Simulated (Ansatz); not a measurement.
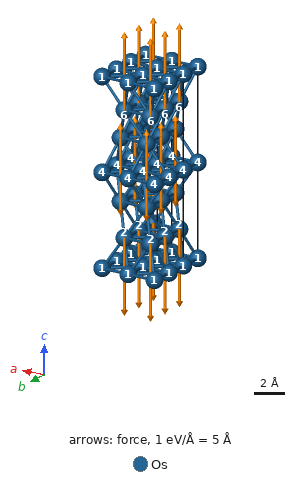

Starting geometry of solid Os (a generated structure, set up in P6_3/mmc) with the computed forces as orange arrows. A ball-and-stick model of the cell of the calculation, repeated 2 × 3 × 1 with one cell outlined, seen from a free direction.

Case: stacking ABCACB.

Level of theory: Ansatz 0.2.0, DFT PBE, scalar-relativistic, plane waves, PAW. (plane-wave cutoff 420 eV; k-point mesh 18 × 18 × 4; occupations gaussian; smearing width 0.1 eV; no spin polarisation; cell and atoms relaxed; force threshold 0.01 eV/Å; at most 45 steps)

> Is this structure relaxed? If not, where do the atoms go?

It isn't relaxed: the largest force vector, on Os atoms, is 1.07 eV/Å. The atoms end up moving mostly along the starting forces (cosine between the two patterns 1.00). Over 3 accepted moves (5 points after the start) the energy falls by 0.142 eV per cell of the calculation. The largest force component goes from 1.1 to 0.00061 eV/Å. Pressure: 1.69 GPa at the start and 0.01 GPa at the end. The line search rejected the trial step at point 1 of the run. The SCF was repeated once at an unchanged geometry on a basis and grid sized afresh for the cell, which shifted the energy by 0.2 meV per cell of the calculation at most. The largest moves relative to the cell, 0.051 Å, are those of Os atoms. Cell: a = b 2.753 → 2.740 Å (−0.5 %), c 13.053 → 13.239 Å (+1.4 %). Volume +0.5 %. Some distances before and after: Os–Os 2.694 → 2.798 Å, Os–Os 2.694 → 2.674 Å, Os–Os 2.753 → 2.740 Å. The space group stays P6_3/mmc (No. 194). Cost: 48 s on 1 thread of AMD EPYC 9R45 96-Core Processor (Zen 5) (shared host), peak memory 0.7 GiB.
